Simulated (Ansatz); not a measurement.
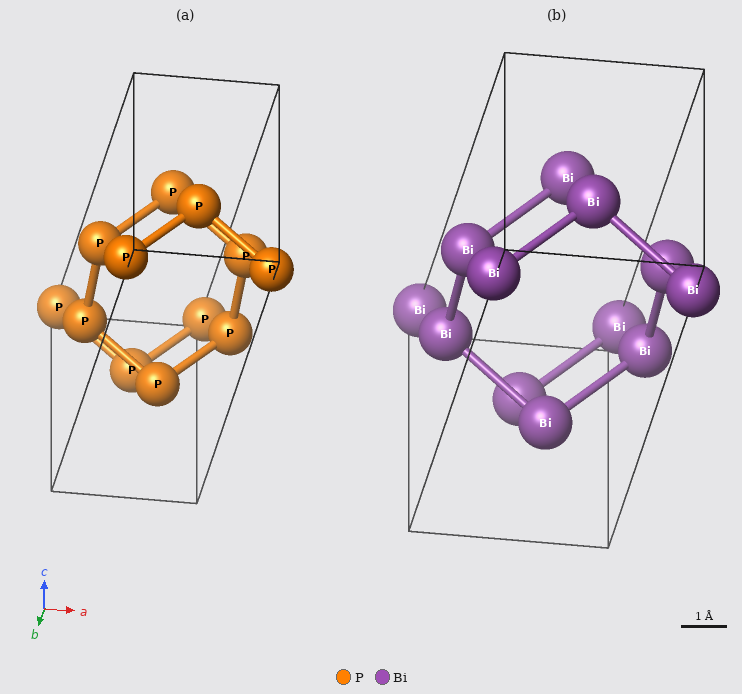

Left: a crystal of P (set up in Cmce). Right: the same structure after one change, at the same scale. The picture is a ball-and-stick view of the conventional cell (2 times the calculation's cell), seen from a free direction. Lengths and directions refer to the drawn axes.

The calculation used Ansatz 0.2.0, DFT r2SCAN, scalar-relativistic, plane waves, PAW. Settings: plane-wave cutoff 500 eV; occupations gaussian; no spin polarisation. The k-mesh is chosen for each cell (12×12×8, 10×10×8). Smearing widths differ between the runs.

### What was changed?

Every phosphorus atom is replaced by bismuth, which gives Bi. Cell and atoms are relaxed again (to zero pressure within 0.1 GPa, forces under 0.01 eV/Å).

### How do the computed properties respond?

The volume per atom goes from 20.70 to 36.86 Å³. The gap on the k-mesh of 0.24 eV closes: the variant is metallic. The drawn cell changes as follows: a 3.300 → 4.522 Å (+37.0 %), b 11.020 → 12.843 Å (+16.5 %), c 4.555 → 5.078 Å (+11.5 %); the volume changes by +78.0 %. The space group stays Cmce (No. 64).
